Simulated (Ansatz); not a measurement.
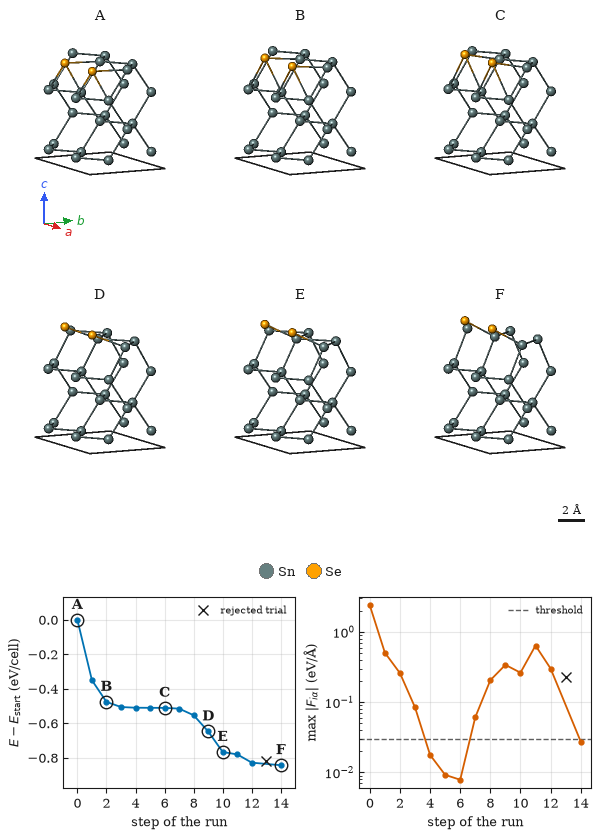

Frames of a constrained relaxation of a slab of composition Sn₈Se (cut from the Fd-3m phase), marked on the history of the run. A ball-and-stick model of the 2 × 1 repeat of the cell, outlined in the plane, without the vacuum, seen from a free direction.

Case: Se put at a bridge Sn-Sn site. The slab is the (1 1 0) face of Sn with Se on it. 4 atoms are held fixed.

Method: Ansatz, DFT PBEsol, scalar-relativistic, plane waves, PAW. (plane-wave cutoff 420 eV; k-point mesh 6 × 5 × 1; occupations gaussian; smearing width 0.1 eV; no spin polarisation; dipole correction; atoms relaxed in a fixed cell; force threshold 0.03 eV/Å; at most 70 steps)

Q: Describe the path.

A: Over 13 accepted moves (14 points after the start) the energy falls by 0.842 eV per cell of the calculation. The largest force component goes from 2.4 to 0.028 eV/Å. The line search rejected the trial step at point 13 of the run. The forces were under the threshold at step 4, but the run went on from there. The Se atom moves most: 1.67 Å along the normal (+c). By element the largest moves are Se 1.67 Å, Sn 0.50 Å. The cell stays as it was. Near-neighbour distances that change, for instance: Se–Sn 2.606 → 4.121 Å, Sn–Sn 2.828 → 3.545 Å, Sn–Sn 2.828 → 3.103 Å, Se–Sn 2.718 → 2.632 Å. Bonds break: Se–Sn (2.61 → 4.12 Å). Bond angles that change, for instance: Sn–Se–Sn 174.9° → 122.7°, Sn–Sn–Se 56.0° → 96.5°, Sn–Sn–Se 99.9° → 111.2°. The run may lie on a higher electronic state than the lowest, so the end point isn't shown to be the ground-state structure. From step 0 to 2: the Se atom moves most (0.39 Å), energy −0.475 eV per cell of the calculation. From step 2 to 6: the Se atom moves most (0.28 Å), energy −34.6 meV per cell of the calculation. From step 6 to 9: the Se atom moves most (0.52 Å), energy −0.137 eV per cell of the calculation. From step 9 to 10: the Se atom moves most (0.20 Å), energy −0.119 eV per cell of the calculation. From step 10 to 14: the Se atom moves most (0.29 Å), energy −76.7 meV per cell of the calculation.

Limits of the set-up: the periodic images lie only 4.6 Å apart, so the values are limited by the cell's size.
